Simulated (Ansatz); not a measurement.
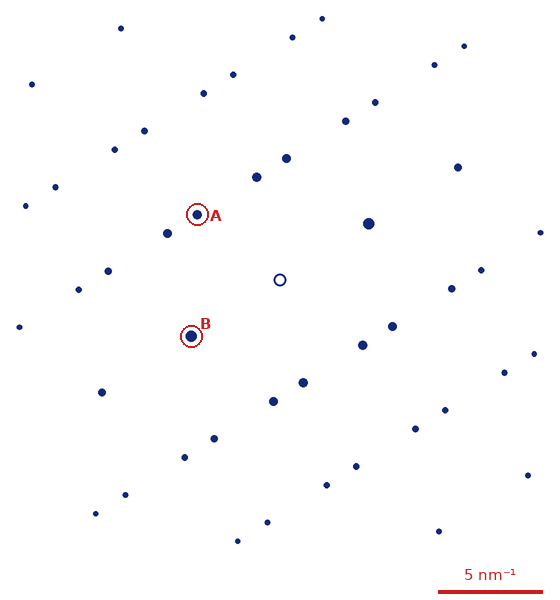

Computed electron diffraction pattern, 300 kV, single scattering only, B = 0.3 Å². Two individuals of a reflection twin are superposed (a geometric construction: whether this twin forms is not tested). Crystal: Co, space group Fm-3m (No. 225), a = 3.415 Å, zone axis [110]. Structure: the input geometry of an electronic-structure calculation (not necessarily at equilibrium); the starting structure was generated, so it need not be a known form of this composition.

In the first individual spot A is -1 1 -1 and spot B is -1 1 1.

### Find the twin plane.

(1-1-1). The spot positions of the combined pattern are mirror-symmetric about the row through 1 -1 -1 (d = 1.972 Å), which both individuals share, while a single individual has only symmetry 2mm without that mirror line. Friedel's law adds the mirror line at right angles, so a twin on (1-12) would give the same picture; the more widely spaced plane was used.

### Which other reflections coincide?

Off the common row, 2 -2 4 and their kin fall on spots of the second individual; about 25 % of the first individual's visible spots are shared.
